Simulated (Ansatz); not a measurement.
Run report: HfO₂, geometry relaxation (part 1 of 2)

HfO₂ (P4₂/mnm, 6 atoms in the cell), computed with DFT PBE, scalar-relativistic, plane waves, PAW (Ansatz 0.2.0).

The structure was made by a generator, so it may or may not be a known phase. The run did not end well.

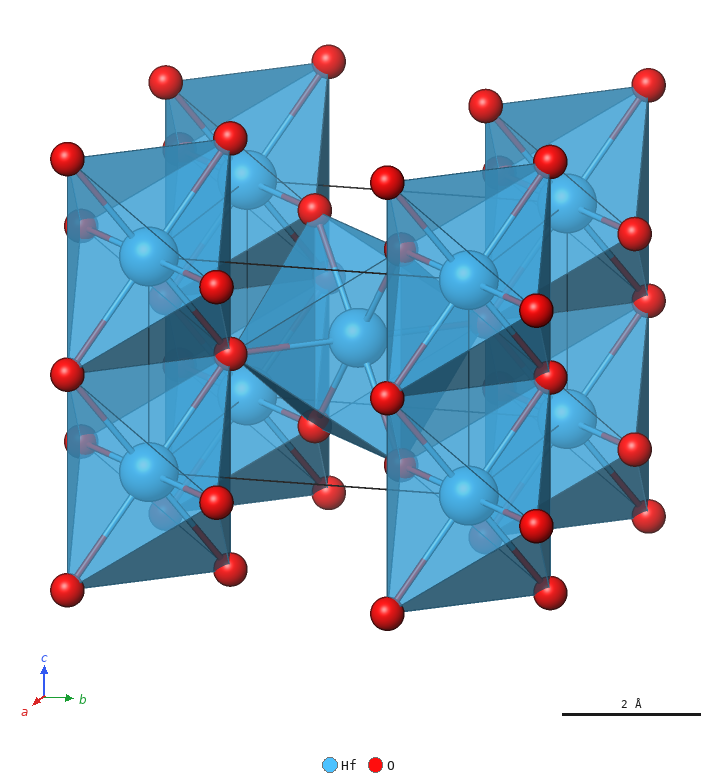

Figure 1. The structure as given in the input (polyhedral view of the cell of the calculation, seen slightly off an axis; polyhedra are completed across the faces of the cell). An atom can appear more than once, as a periodic image.

### The input
```yaml
crystal:
  lattice:
    - [4.8807051869, 0.0, 0.0]
    - [0.0, 4.8807051869, 0.0]
    - [0.0, 0.0, 3.2374960409]
  atoms:
    - { symbol: Hf, position: [0.0, 0.0, 0.0] }
    - { symbol: Hf, position: [0.5, 0.5, 0.5] }
    - { symbol: O, position: [0.19481888, 0.80518112, 0.5] }
    - { symbol: O, position: [0.30518112, 0.30518112, 0.0] }
    - { symbol: O, position: [0.69481888, 0.69481888, 0.0] }
    - { symbol: O, position: [0.80518112, 0.19481888, 0.5] }
basis:
  ecutwfc: 420
kpoints:
  mp_grid: { grid: [6, 6, 8] }
hamiltonian:
  xc: pbe
scf:
  occupations: { method: fixed }
output:
  forces: true
  stress: true
  eigenvalues: true
elastic:
  mode: relaxed_ion
  stencil: two_point
```

Run on 1 thread of Intel Xeon @ 2.50GHz (Skylake/Cascade Lake), 189 GiB of memory available, shared host.

Run as:
```bash
ansatz run input.yaml --threads 1 --pin off --max-ram 2560MiB --backend cpu --events-out ev --progress --plain --runs-dir out
```

### The program's output
```
Engine: ansatz 0.2.0, x86_64-unknown-linux-gnu
Pseudopotentials: kind: paw
Pseudopotential: Hf, paw, valence charge 26, recommended cutoff 420 eV (normal), Hf.paw.azcp
Pseudopotential: O, paw, valence charge 6, recommended cutoff 420 eV (normal), O.paw.azcp
Functional definition: PBE
  parameter kappa = 0.804
  parameter beta = 0.06672455060314922
  exchange = pbe_x(kappa = kappa, mu = beta*pi^2/3)
  correlation = pbe_c(beta = beta)
Crystal: 6 atoms, lattice volume = 77.121 Å³
Basis set: ecut = 420 eV, 1503 PW (Γ), exchange–correlation on 72×72×48 points (8 copies of the dense FFT grid, shifted against one another)
Bands: 46, of which v1, the nominal top of the filled ones, is band 38 counted from 1 (37 counted from 0)
Symmetry: 16 space group operations
Space group: P42/mnm (ITA 136), of the structure as read, at distance tolerance 4.3e-5 Å
k-points: 50 of 288
Non-local potential: Hf, projectors of the file, l = 0: 3, l = 1: 2, l = 2: 2, l = 3: 3
Non-local potential: O, projectors of the file, l = 0: 2, l = 1: 2, l = 2: 1
PAW form: soft (Blöchl's): semilocal exchange-correlation on the pseudo side does not see the compensation charge
PAW one-centre angular grid: Hf, 590 points (default); XC on 64 Gauss nodes
PAW one-centre angular grid: O, 110 points (default); XC on 64 Gauss nodes
Initial density: superposition of atomic densities (neutral atoms: chi_scale 0, normalization atom), corrected by the library's trained network
Initial wavefunctions: pseudopotential atomic-orbital guess
Functional: x = pbe(κ = 0.804, μ = 0.2195149727645171), c = pbe(β = 0.06672455060314922)
SCF iter   1: F=—  HF=-33723.206012 eV  |F-HF|=—  |Δ(HF+E_count)|=         —  Δρ=2.97e-3  dr2=5.65e-3  ethr=1.77e-3  ⟨swp⟩=3.4  Hψ=6511  notcnv=0  defer=184
preconditioner: auto → Resta (q_TF=auto, 2.722 Å⁻¹)  ε∞=5.0  [insulator: Δε(μ)=3.931 eV  Ē_g=17.865 eV  n_scr=30 (ndim 8)  ℏωp=35.9 eV  f_vac=0.094  ε∞_Penn≈5.0]
SCF iter   2: F=—  HF=-33723.206284 eV  |F-HF|=—  |Δ(HF+E_count)|=   2.72e-4  Δρ=1.50e-3  dr2=1.26e-3  ethr=7.44e-6  ⟨swp⟩=2.0  Hψ=4300  notcnv=0  defer=300
SCF iter   3: F=—  HF=-33723.206430 eV  |F-HF|=—  |Δ(HF+E_count)|=   1.46e-4  Δρ=6.56e-4  dr2=3.42e-4  ethr=1.66e-6  ⟨swp⟩=2.0  Hψ=2912  notcnv=0  defer=292
SCF iter   4: F=—  HF=-33723.206479 eV  |F-HF|=—  |Δ(HF+E_count)|=   4.93e-5  Δρ=1.45e-4  dr2=1.29e-5  ethr=4.50e-7  ⟨swp⟩=2.0  Hψ=3983  notcnv=0  defer=208
SCF iter   5: F=—  HF=-33723.206379 eV  |F-HF|=—  |Δ(HF+E_count)|=   1.01e-4  Δρ=7.85e-5  dr2=3.34e-6  ethr=1.70e-8  ⟨swp⟩=2.0  Hψ=3912  notcnv=0  defer=88
SCF iter   6: F=—  HF=-33723.206380 eV  |F-HF|=—  |Δ(HF+E_count)|=   1.01e-6  Δρ=3.13e-5  dr2=6.86e-7  ethr=4.39e-9  ⟨swp⟩=2.2  Hψ=3577  notcnv=0  defer=87
SCF iter   7: F=—  HF=-33723.206380 eV  |F-HF|=—  |Δ(HF+E_count)|=   4.37e-7  Δρ=6.94e-6  dr2=4.31e-8  ethr=9.02e-10  ⟨swp⟩=2.2  Hψ=3768  notcnv=0  defer=87
SCF iter   8: F=—  HF=-33723.206380 eV  |F-HF|=—  |Δ(HF+E_count)|=   2.58e-8  Δρ=1.16e-6  dr2=1.87e-9  ethr=5.66e-11  ⟨swp⟩=2.0  Hψ=3882  notcnv=0  defer=87
SCF iter   9: F=—  HF=-33723.206380 eV  |F-HF|=—  |Δ(HF+E_count)|=   1.07e-9  Δρ=2.44e-7  dr2=4.95e-11  ethr=2.46e-12  ⟨swp⟩=2.0  Hψ=3869  notcnv=0  defer=87
SCF iter  10: F=—  HF=-33723.206380 eV  |F-HF|=—  |Δ(HF+E_count)|=  2.91e-11  Δρ=5.42e-8  dr2=2.50e-12  ethr=6.51e-14 (applied; sched 1.00e-12)  ⟨swp⟩=2.0  Hψ=3988  notcnv=0  defer=87
SCF iter  11: F=—  HF=-33723.206380 eV  |F-HF|=—  |Δ(HF+E_count)|=  7.28e-12  Δρ=1.46e-8  dr2=1.48e-13  ethr=3.29e-15 (applied; sched 1.00e-12)  ⟨swp⟩=2.0  Hψ=4063  notcnv=0  defer=87
SCF iter  12: F=-33723.206380 eV  HF=-33723.206380 eV  |F-HF|=0.00e0  |Δ(HF+E_count)|=  7.28e-12  Δρ=3.58e-9  dr2=6.92e-15  ethr=1.00e-12  ⟨swp⟩=11.1  Hψ=10514  notcnv=0
SCF 1 converged in 12 iterations: F = -33723.206380 eV  dr2 = 6.92e-15
  greatest PAW one-centre occupation: 0.999 electrons in one spin orbital (limit 2), on the Hf atom at site 1 (counted from 0), in its partial waves of l = 0
relax step   1: F+E_penalty+E_count = -33723.20638017 eV  Δ(F+E_penalty+E_count) = +0.000e0 eV  max|allowed force component| = 9.078e-4 eV/Å  Δτ_max = 0.0000 Å  (12 SCF iters, accepted)
Initial density: handed on by an earlier stage of this run
Initial wavefunctions: pseudopotential atomic-orbital guess (no wavefunctions were taken with the density)
iter 1 solved again at ethr=1.53e-7 eV; its pass at ethr=3.10e-3 eV (dr2=1.17e-4 eV) is discarded
SCF iter   1: F=—  HF=-33723.206483 eV  |F-HF|=—  |Δ(HF+E_count)|=         —  Δρ=1.42e-4  dr2=1.17e-5  ethr=1.53e-7  ⟨swp⟩=3.1  Hψ=12431  notcnv=0  defer=296
preconditioner: auto → Resta (q_TF=auto, 2.722 Å⁻¹)  ε∞=5.0  [insulator: Δε(μ)=3.902 eV  Ē_g=17.863 eV  n_scr=30 (ndim 8)  ℏωp=35.9 eV  f_vac=0.097  ε∞_Penn≈5.0]
SCF iter   2: F=—  HF=-33723.206382 eV  |F-HF|=—  |Δ(HF+E_count)|=   1.01e-4  Δρ=6.39e-5  dr2=2.91e-6  ethr=1.53e-8  ⟨swp⟩=2.0  Hψ=2902  notcnv=0  defer=167
SCF iter   3: F=—  HF=-33723.206380 eV  |F-HF|=—  |Δ(HF+E_count)|=   1.73e-6  Δρ=8.59e-6  dr2=4.41e-8  ethr=3.83e-9  ⟨swp⟩=2.0  Hψ=3729  notcnv=0  defer=89
SCF iter   4: F=—  HF=-33723.206380 eV  |F-HF|=—  |Δ(HF+E_count)|=   1.82e-9  Δρ=6.03e-6  dr2=2.30e-8  ethr=5.81e-11  ⟨swp⟩=2.0  Hψ=4071  notcnv=0  defer=89
SCF iter   5: F=—  HF=-33723.206380 eV  |F-HF|=—  |Δ(HF+E_count)|=   9.17e-9  Δρ=9.22e-7  dr2=6.14e-10  ethr=3.02e-11  ⟨swp⟩=2.0  Hψ=3700  notcnv=0  defer=89
SCF iter   6: F=—  HF=-33723.206380 eV  |F-HF|=—  |Δ(HF+E_count)|=  2.91e-10  Δρ=4.94e-7  dr2=1.51e-10  ethr=8.08e-13 (applied; sched 1.00e-12)  ⟨swp⟩=2.0  Hψ=3833  notcnv=0  defer=89
SCF iter   7: F=—  HF=-33723.206380 eV  |F-HF|=—  |Δ(HF+E_count)|=  5.09e-11  Δρ=1.72e-7  dr2=2.11e-11  ethr=1.99e-13 (applied; sched 1.00e-12)  ⟨swp⟩=2.1  Hψ=3946  notcnv=0  defer=89
SCF iter   8: F=—  HF=-33723.206380 eV  |F-HF|=—  |Δ(HF+E_count)|=  2.91e-11  Δρ=5.27e-8  dr2=2.02e-12  ethr=2.77e-14 (applied; sched 1.00e-12)  ⟨swp⟩=2.0  Hψ=3713  notcnv=0  defer=89
SCF iter   9: F=—  HF=-33723.206380 eV  |F-HF|=—  |Δ(HF+E_count)|=  7.28e-12  Δρ=1.01e-8  dr2=6.34e-14  ethr=1.00e-12  ⟨swp⟩=3.7  Hψ=10155  notcnv=0
SCF iter  10: F=-33723.206380 eV  HF=-33723.206380 eV  |F-HF|=0.00e0  |Δ(HF+E_count)|=  7.28e-12  Δρ=1.84e-9  dr2=1.60e-15  ethr=1.00e-12  ⟨swp⟩=4.4  Hψ=7979  notcnv=0
SCF 2 converged in 10 iterations: F = -33723.206380 eV  dr2 = 1.60e-15
  greatest PAW one-centre occupation: 0.999 electrons in one spin orbital (limit 2), on the Hf atom at site 0 (counted from 0), in its partial waves of l = 0
relax step   2: F+E_penalty+E_count = -33723.20638032 eV  Δ(F+E_penalty+E_count) = -1.488e-7 eV  max|allowed force component| = 1.817e-4 eV/Å  Δτ_max = 0.0000 Å  (10 SCF iters, accepted)
[... from here on the SCF iterations and repeated set-up lines of each step are left out, up to the last step ...]
SCF 3 converged in 7 iterations: F = -33723.206380 eV  dr2 = 3.09e-14
relax step   3: F+E_penalty+E_count = -33723.20638033 eV  Δ(F+E_penalty+E_count) = -6.221e-9 eV  max|allowed force component| = 2.305e-8 eV/Å  Δτ_max = 0.0000 Å  (7 SCF iters, accepted)
SCF 4 converged in 10 iterations: F = -33723.206380 eV  dr2 = 2.04e-17
SCF 5 converged in 12 iterations: F = -33723.206079 eV  dr2 = 7.00e-15
relax step   1: F+E_penalty+E_count = -33723.20607936 eV  Δ(F+E_penalty+E_count) = +0.000e0 eV  max|allowed force component| = 2.213e-3 eV/Å  Δτ_max = 0.0000 Å  (12 SCF iters, accepted)
SCF 6 converged in 9 iterations: F = -33723.206082 eV  dr2 = 7.43e-15
relax step   2: F+E_penalty+E_count = -33723.20608198 eV  Δ(F+E_penalty+E_count) = -2.617e-6 eV  max|allowed force component| = 7.130e-4 eV/Å  Δτ_max = 0.0005 Å  (9 SCF iters, accepted)
SCF 7 converged in 9 iterations: F = -33723.206084 eV  dr2 = 2.82e-14
relax step   3: F+E_penalty+E_count = -33723.20608400 eV  Δ(F+E_penalty+E_count) = -2.024e-6 eV  max|allowed force component| = 5.744e-5 eV/Å  Δτ_max = 0.0010 Å  (9 SCF iters, accepted)
SCF 8 converged in 7 iterations: F = -33723.206084 eV  dr2 = 2.57e-14
relax step   4: F+E_penalty+E_count = -33723.20608400 eV  Δ(F+E_penalty+E_count) = -6.985e-10 eV  max|allowed force component| = 1.809e-7 eV/Å  Δτ_max = 0.0000 Å  (7 SCF iters, accepted)
SCF 9 converged in 10 iterations: F = -33723.206084 eV  dr2 = 3.23e-17
SCF 10 converged in 12 iterations: F = -33723.206006 eV  dr2 = 1.07e-14
relax step   1: F+E_penalty+E_count = -33723.20600564 eV  Δ(F+E_penalty+E_count) = +0.000e0 eV  max|allowed force component| = 2.325e-3 eV/Å  Δτ_max = 0.0000 Å  (12 SCF iters, accepted)
SCF 11 converged in 10 iterations: F = -33723.206010 eV  dr2 = 2.66e-15
relax step   2: F+E_penalty+E_count = -33723.20600992 eV  Δ(F+E_penalty+E_count) = -4.275e-6 eV  max|allowed force component| = 6.466e-5 eV/Å  Δτ_max = 0.0015 Å  (10 SCF iters, accepted)
SCF 12 converged in 8 iterations: F = -33723.206010 eV  dr2 = 1.41e-14
relax step   3: F+E_penalty+E_count = -33723.20600993 eV  Δ(F+E_penalty+E_count) = -1.382e-8 eV  max|allowed force component| = 7.745e-7 eV/Å  Δτ_max = 0.0001 Å  (8 SCF iters, accepted)
SCF 13 converged in 10 iterations: F = -33723.206010 eV  dr2 = 4.55e-17
SCF 14 converged in 12 iterations: F = -33723.205973 eV  dr2 = 5.22e-15
relax step   1: F+E_penalty+E_count = -33723.20597267 eV  Δ(F+E_penalty+E_count) = +0.000e0 eV  max|allowed force component| = 1.199e-2 eV/Å  Δτ_max = 0.0000 Å  (12 SCF iters, accepted)
SCF 15 converged in 9 iterations: F = -33723.206000 eV  dr2 = 2.64e-14
relax step   2: F+E_penalty+E_count = -33723.20599956 eV  Δ(F+E_penalty+E_count) = -2.689e-5 eV  max|allowed force component| = 7.942e-5 eV/Å  Δτ_max = 0.0008 Å  (9 SCF iters, accepted)
SCF 16 converged in 7 iterations: F = -33723.206000 eV  dr2 = 1.90e-14
relax step   3: F+E_penalty+E_count = -33723.20599956 eV  Δ(F+E_penalty+E_count) = -1.171e-9 eV  max|allowed force component| = 2.781e-8 eV/Å  Δτ_max = 0.0000 Å  (7 SCF iters, accepted)
SCF 17 converged in 10 iterations: F = -33723.206000 eV  dr2 = 2.21e-17
SCF 18 converged in 12 iterations: F = -33723.205886 eV  dr2 = 1.04e-14
relax step   1: F+E_penalty+E_count = -33723.20588610 eV  Δ(F+E_penalty+E_count) = +0.000e0 eV  max|allowed force component| = 1.161e-2 eV/Å  Δτ_max = 0.0000 Å  (12 SCF iters, accepted)
SCF 19 converged in 9 iterations: F = -33723.205912 eV  dr2 = 3.02e-14
relax step   2: F+E_penalty+E_count = -33723.20591163 eV  Δ(F+E_penalty+E_count) = -2.554e-5 eV  max|allowed force component| = 1.447e-4 eV/Å  Δτ_max = 0.0008 Å  (9 SCF iters, accepted)
SCF 20 converged in 7 iterations: F = -33723.205912 eV  dr2 = 2.65e-14
relax step   3: F+E_penalty+E_count = -33723.20591164 eV  Δ(F+E_penalty+E_count) = -3.951e-9 eV  max|allowed force component| = 3.756e-8 eV/Å  Δτ_max = 0.0000 Å  (7 SCF iters, accepted)
SCF 21 converged in 10 iterations: F = -33723.205912 eV  dr2 = 2.25e-17
SCF 22 converged in 11 iterations: F = -33723.206204 eV  dr2 = 4.26e-15
relax step   1: F+E_penalty+E_count = -33723.20620429 eV  Δ(F+E_penalty+E_count) = +0.000e0 eV  max|allowed force component| = 1.450e-2 eV/Å  Δτ_max = 0.0000 Å  (11 SCF iters, accepted)
SCF 23 converged in 9 iterations: F = -33723.206237 eV  dr2 = 1.56e-14
relax step   2: F+E_penalty+E_count = -33723.20623694 eV  Δ(F+E_penalty+E_count) = -3.265e-5 eV  max|allowed force component| = 2.252e-3 eV/Å  Δτ_max = 0.0010 Å  (9 SCF iters, accepted)
SCF iter   1: F=—  HF=-33723.206338 eV  |F-HF|=—  |Δ(HF+E_count)|=         —  Δρ=1.87e-5  dr2=2.10e-7  ethr=2.78e-9  ⟨swp⟩=4.0  Hψ=14027  notcnv=0  defer=179
SCF iter   2: F=—  HF=-33723.206238 eV  |F-HF|=—  |Δ(HF+E_count)|=   1.01e-4  Δρ=1.11e-5  dr2=8.15e-8  ethr=2.77e-10  ⟨swp⟩=2.1  Hψ=8953  notcnv=0  defer=182
SCF iter   3: F=—  HF=-33723.206238 eV  |F-HF|=—  |Δ(HF+E_count)|=   1.71e-8  Δρ=2.14e-6  dr2=2.22e-9  ethr=1.07e-10  ⟨swp⟩=2.0  Hψ=8549  notcnv=0  defer=182
SCF iter   4: F=—  HF=-33723.206238 eV  |F-HF|=—  |Δ(HF+E_count)|=  9.46e-11  Δρ=7.95e-7  dr2=3.00e-10  ethr=2.93e-12  ⟨swp⟩=2.0  Hψ=7706  notcnv=0  defer=182
SCF iter   5: F=—  HF=-33723.206238 eV  |F-HF|=—  |Δ(HF+E_count)|=  1.89e-10  Δρ=2.61e-7  dr2=3.81e-11  ethr=3.95e-13 (applied; sched 1.00e-12)  ⟨swp⟩=3.0  Hψ=8533  notcnv=0  defer=182
SCF iter   6: F=—  HF=-33723.206238 eV  |F-HF|=—  |Δ(HF+E_count)|=  3.64e-11  Δρ=1.19e-7  dr2=7.05e-12  ethr=5.02e-14 (applied; sched 1.00e-12)  ⟨swp⟩=2.0  Hψ=8555  notcnv=0  defer=182
SCF iter   7: F=—  HF=-33723.206238 eV  |F-HF|=—  |Δ(HF+E_count)|=  1.46e-11  Δρ=6.12e-8  dr2=8.16e-13  ethr=9.27e-15 (applied; sched 1.00e-12)  ⟨swp⟩=2.0  Hψ=8536  notcnv=0  defer=182
SCF iter   8: F=-33723.206238 eV  HF=-33723.206238 eV  |F-HF|=1.46e-11  |Δ(HF+E_count)|=  1.46e-11  Δρ=8.29e-9  dr2=1.51e-14  ethr=1.00e-12  ⟨swp⟩=3.4  Hψ=19913  notcnv=0
SCF 24 converged in 8 iterations: F = -33723.206238 eV  dr2 = 1.51e-14
relax step   3: F+E_penalty+E_count = -33723.20623775 eV  Δ(F+E_penalty+E_count) = -8.077e-7 eV  max|allowed force component| = 6.411e-6 eV/Å  Δτ_max = 0.0002 Å  (8 SCF iters, accepted)
```
